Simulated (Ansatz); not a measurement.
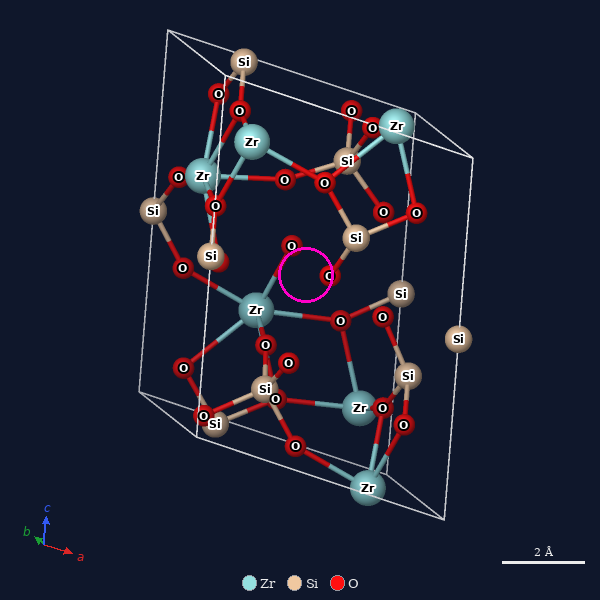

Ball-and-stick drawing of the structure, looking slightly off an axis. Atoms at the boundary of the supercell (the box) are drawn once for each face, edge or corner they touch. The host is ZrSiO₄, in a cell of 36 sites, and the cell is neutral. A ring marks the defect's site.

**Identify the point defect.**

A zirconium vacancy. Around the empty site lie eight O at about 2.2 to 2.5 Å.

Run with Ansatz, DFT PBEsol, scalar-relativistic, plane waves, PAW and these settings: a plane-wave cutoff of 420 eV, a 2×2×2 k-point grid, Gaussian smearing of 0.02 eV, collinear spins.

**Does the defect carry a magnetic moment?**

Yes, 4.0 μB in the cell.

The atoms were relaxed in the host's cell with DFT PBEsol, scalar-relativistic, plane waves, PAW (Ansatz 0.2.0).
